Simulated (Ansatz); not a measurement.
Single-point calculation, with input and output: WS$_{2}$ (part 2 of 2)

WS$_{2}$ (slab, 27 atoms in the cell); DFT PBE+D3(BJ), scalar-relativistic, plane waves, PAW, no spin polarisation (Ansatz 0.2.0); cutoff 420 eV, 2×2×1 k-mesh, Gaussian smearing of 0.05 eV. The structure derives from an entry of the Crystallography Open Database. It belongs to a series of runs on one base structure; here: the slab at its places in the relaxed adsorbed structure.

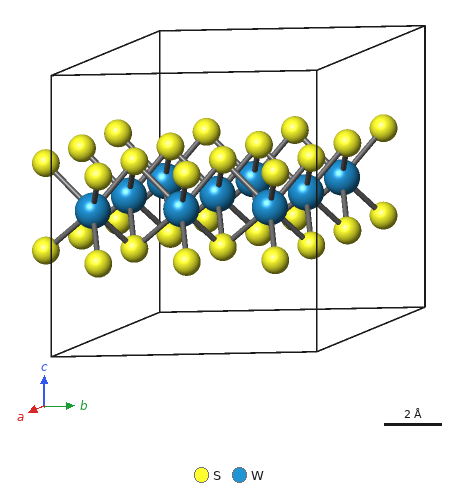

*The structure as given in the input (ball-and-stick view of the cell of the calculation, with the vacuum cut short, seen slightly off an axis; bonded neighbours outside the cell are drawn too). An atom can appear more than once, as a periodic image.*

## What the program printed, continued
```
--- Forces (eV/Å), atoms counted from 1 ---
  atom   1  S     -0.00042731     0.00948764     0.01754640
  atom   2  S      0.01008845     0.00398995    -0.01007445
  atom   3  S     -0.00075575    -0.00294631     0.01701919
  atom   4  S     -0.00930943    -0.01301517    -0.01289073
  atom   5  S     -0.01067382    -0.00042281     0.00354654
  atom   6  S     -0.00509123    -0.01101055    -0.00242606
  atom   7  S      0.00021072    -0.01455755    -0.02882281
  atom   8  S      0.00496848     0.01458593    -0.01919748
  atom   9  S      0.00902719    -0.00217474     0.00905356
  atom  10  W      0.02453062    -0.01361228    -0.00632575
  atom  11  W     -0.01638994     0.01047619    -0.04555655
  atom  12  W     -0.00618169     0.00697056    -0.01995603
  atom  13  W     -0.00176839     0.01177391     0.00786287
  atom  14  W      0.02713857    -0.01758323    -0.02360220
  atom  15  W      0.00183165     0.02145196    -0.02346288
  atom  16  W     -0.01941542    -0.00706727     0.00288702
  atom  17  W     -0.01227291    -0.00907280     0.00473789
  atom  18  W      0.00627779     0.00464934    -0.00309131
  atom  19  S      0.00549608     0.00264618    -0.02695275
  atom  20  S      0.05654635     0.00608369     0.04217941
  atom  21  S     -0.02031219    -0.00454624     0.00245684
  atom  22  S     -0.00446621    -0.00330005    -0.02256577
  atom  23  S     -0.04572247    -0.00859794     0.04396248
  atom  24  S     -0.00034595    -0.00316586    -0.01939627
  atom  25  S      0.01808082    -0.01553793     0.08495336
  atom  26  S     -0.02022508     0.03901103     0.04365488
  atom  27  S      0.00916108    -0.00451567    -0.01555867
  max |Σ_I F_I| component: 1.93e-5 eV/Å
--- Band table (eV) ---
  k-point 0: bands = ["-75.7595", "-75.7468", "-75.7463", "-75.7455", "-75.7455", "-75.7447", "-75.7436", "-75.7384", "-75.7372", "-40.1479", "-40.1475", "-40.1473", "-40.1472", "-40.1469", "-40.1468", "-40.1445", "-40.1440", "-40.1093", "-40.1092", "-40.0584", "-40.0086", "-40.0082", "-40.0081", "-40.0079", "-40.0078", "-40.0072", "-39.9827", "-39.9825", "-39.9397", "-39.9392", "-39.9390", "-39.9387", "-39.9385", "-39.9380", "-39.8747", "-39.8747", "-16.6719", "-15.1595", "-15.1548", "-15.1537", "-15.1496", "-15.1474", "-15.1460", "-15.0382", "-14.4839", "-14.4832", "-14.4816", "-14.4801", "-14.4784", "-14.4773", "-14.1459", "-14.1424", "-14.0773", "-14.0762", "-8.2629", "-7.6664", "-7.6662", "-7.6536", "-7.6531", "-7.6523", "-7.6490", "-7.6476", "-7.6466", "-7.2442", "-7.2361", "-6.4040", "-6.4020", "-6.3994", "-6.3988", "-6.3976", "-6.3959", "-6.3672", "-6.3655", "-6.3541", "-6.3530", "-6.3521", "-6.3505", "-6.3480", "-6.3460", "-5.7314", "-5.7297", "-5.1306", "-5.1235", "-4.8936", "-4.8910", "-4.8893", "-4.8845", "-4.8830", "-4.8808", "-4.6445", "-4.6444", "-4.2708", "-4.2666", "-4.0357", "-3.8147", "-3.8135", "-3.8122", "-3.8099", "-3.8091", "-3.8057", "-3.3967", "-3.3965", "-3.3796", "-3.3787", "-3.3779", "-3.3759", "-3.3732", "-3.3720", "-3.0808", "-3.0805", "-3.0788", "-3.0775", "-3.0768", "-3.0752", "-1.9750", "-1.8327", "-1.8319", "0.0952", "0.0962", "0.7429", "0.7438", "0.7461", "0.7474", "0.7481", "0.7506", "0.7863", "0.7886", "0.7896", "0.7905", "0.7923", "0.7944", "1.1110", "1.1115", "1.2418", "1.2421", "1.4540", "1.4550", "1.8308", "1.8340", "1.8370", "1.8375", "1.8399", "1.8419", "2.2386"]
  k-point 1: bands = ["-75.7553", "-75.7545", "-75.7480", "-75.7474", "-75.7417", "-75.7414", "-75.7409", "-75.7401", "-75.7382", "-40.2354", "-40.1908", "-40.1904", "-40.1903", "-40.1901", "-40.0860", "-40.0854", "-40.0419", "-40.0414", "-40.0165", "-40.0164", "-40.0074", "-40.0070", "-40.0066", "-40.0061", "-39.9915", "-39.9913", "-39.9912", "-39.9910", "-39.9902", "-39.9674", "-39.9666", "-39.9600", "-39.9458", "-39.9455", "-39.8963", "-39.8961", "-16.2213", "-16.2158", "-15.4512", "-15.4455", "-14.8696", "-14.8681", "-14.5827", "-14.5803", "-14.5038", "-14.5001", "-14.4995", "-14.4948", "-14.4737", "-14.2530", "-14.2353", "-14.2335", "-14.2320", "-14.2301", "-8.3848", "-7.8411", "-7.8377", "-7.8359", "-7.8340", "-7.7428", "-7.7392", "-7.1887", "-7.1857", "-7.1288", "-7.1273", "-7.1235", "-7.1227", "-7.0569", "-6.4530", "-6.4483", "-6.2935", "-6.1187", "-6.1166", "-6.1160", "-6.1129", "-5.8276", "-5.8243", "-5.6572", "-5.6511", "-5.3749", "-5.3732", "-5.3697", "-5.3669", "-5.3130", "-5.3115", "-5.2321", "-5.0445", "-5.0435", "-4.6338", "-4.6319", "-4.6292", "-4.6259", "-4.2135", "-4.2076", "-4.0820", "-4.0805", "-4.0321", "-4.0155", "-4.0092", "-3.8672", "-3.8671", "-3.8658", "-3.8629", "-3.2602", "-3.2568", "-3.2193", "-3.2171", "-3.0415", "-2.7840", "-2.7136", "-2.7118", "-2.4447", "-2.4434", "-2.4406", "-2.4395", "-2.2641", "-2.2623", "0.1585", "0.1615", "0.5059", "0.5092", "0.7463", "0.7485", "0.7510", "0.7542", "0.9121", "0.9164", "1.0012", "1.0069", "1.0191", "1.0198", "1.1287", "1.1902", "1.1908", "1.5404", "1.5572", "1.5582", "1.5600", "1.5605", "1.8192", "1.8221", "1.8301", "1.8310", "1.8355"]
  k-point 2: bands = ["-75.7553", "-75.7544", "-75.7481", "-75.7474", "-75.7415", "-75.7414", "-75.7410", "-75.7402", "-75.7382", "-40.2354", "-40.1907", "-40.1905", "-40.1903", "-40.1902", "-40.0860", "-40.0855", "-40.0418", "-40.0415", "-40.0164", "-40.0164", "-40.0075", "-40.0071", "-40.0065", "-40.0061", "-39.9915", "-39.9914", "-39.9912", "-39.9910", "-39.9902", "-39.9674", "-39.9666", "-39.9600", "-39.9461", "-39.9453", "-39.8965", "-39.8960", "-16.2216", "-16.2155", "-15.4488", "-15.4479", "-14.8701", "-14.8677", "-14.5818", "-14.5814", "-14.5025", "-14.5006", "-14.4982", "-14.4967", "-14.4737", "-14.2530", "-14.2349", "-14.2336", "-14.2320", "-14.2304", "-8.3847", "-7.8406", "-7.8384", "-7.8356", "-7.8342", "-7.7430", "-7.7390", "-7.1879", "-7.1864", "-7.1288", "-7.1270", "-7.1240", "-7.1225", "-7.0570", "-6.4530", "-6.4481", "-6.2936", "-6.1181", "-6.1172", "-6.1159", "-6.1128", "-5.8276", "-5.8242", "-5.6561", "-5.6524", "-5.3747", "-5.3733", "-5.3697", "-5.3668", "-5.3133", "-5.3111", "-5.2322", "-5.0452", "-5.0425", "-4.6334", "-4.6312", "-4.6292", "-4.6272", "-4.2136", "-4.2073", "-4.0833", "-4.0791", "-4.0320", "-4.0140", "-4.0112", "-3.8685", "-3.8661", "-3.8659", "-3.8629", "-3.2595", "-3.2575", "-3.2203", "-3.2159", "-3.0416", "-2.7838", "-2.7135", "-2.7123", "-2.4437", "-2.4434", "-2.4412", "-2.4399", "-2.2639", "-2.2622", "0.1590", "0.1612", "0.5058", "0.5093", "0.7463", "0.7492", "0.7513", "0.7530", "0.9113", "0.9169", "1.0018", "1.0064", "1.0169", "1.0215", "1.1287", "1.1890", "1.1919", "1.5403", "1.5572", "1.5579", "1.5600", "1.5611", "1.8199", "1.8216", "1.8306", "1.8318", "1.8352"]
  k-point 3: bands = ["-75.7554", "-75.7543", "-75.7482", "-75.7473", "-75.7418", "-75.7413", "-75.7407", "-75.7401", "-75.7382", "-40.2354", "-40.1908", "-40.1905", "-40.1902", "-40.1901", "-40.0858", "-40.0856", "-40.0418", "-40.0415", "-40.0165", "-40.0164", "-40.0074", "-40.0071", "-40.0067", "-40.0060", "-39.9915", "-39.9914", "-39.9911", "-39.9910", "-39.9902", "-39.9678", "-39.9662", "-39.9600", "-39.9459", "-39.9454", "-39.8964", "-39.8960", "-16.2219", "-16.2152", "-15.4502", "-15.4464", "-14.8707", "-14.8670", "-14.5818", "-14.5814", "-14.5038", "-14.5008", "-14.4972", "-14.4963", "-14.4737", "-14.2526", "-14.2356", "-14.2337", "-14.2313", "-14.2308", "-8.3847", "-7.8402", "-7.8384", "-7.8352", "-7.8348", "-7.7438", "-7.7381", "-7.1885", "-7.1859", "-7.1289", "-7.1279", "-7.1233", "-7.1221", "-7.0569", "-6.4529", "-6.4483", "-6.2936", "-6.1184", "-6.1173", "-6.1149", "-6.1135", "-5.8272", "-5.8246", "-5.6553", "-5.6531", "-5.3748", "-5.3724", "-5.3698", "-5.3677", "-5.3134", "-5.3110", "-5.2321", "-5.0453", "-5.0426", "-4.6327", "-4.6316", "-4.6295", "-4.6272", "-4.2134", "-4.2075", "-4.0830", "-4.0794", "-4.0320", "-4.0161", "-4.0089", "-3.8678", "-3.8669", "-3.8651", "-3.8634", "-3.2599", "-3.2571", "-3.2192", "-3.2171", "-3.0416", "-2.7839", "-2.7149", "-2.7108", "-2.4441", "-2.4429", "-2.4412", "-2.4400", "-2.2635", "-2.2628", "0.1592", "0.1608", "0.5046", "0.5104", "0.7473", "0.7489", "0.7516", "0.7522", "0.9131", "0.9153", "1.0022", "1.0058", "1.0187", "1.0200", "1.1287", "1.1901", "1.1909", "1.5403", "1.5580", "1.5584", "1.5595", "1.5602", "1.8188", "1.8227", "1.8300", "1.8317", "1.8344"]
```

## Key numbers

```tsv
quantity	value
outcome	converged
electrons treated	234
free energy	−109731.2043 eV
work function, top face	4.72 eV
work function, bottom face	4.72 eV
Fermi energy	−0.868 eV
gap on the k-point mesh	1.93 eV
work function (upper face)	4.72 eV
largest force (length of the vector)	0.088 eV/Å
hardware	4 threads of Intel Xeon (Granite Rapids), 192 GiB of memory available, shared host
wall time	16 s (CPU time 58 s)
peak memory	5.6 GiB
```

Spin–orbit coupling is left out, which matters for W.
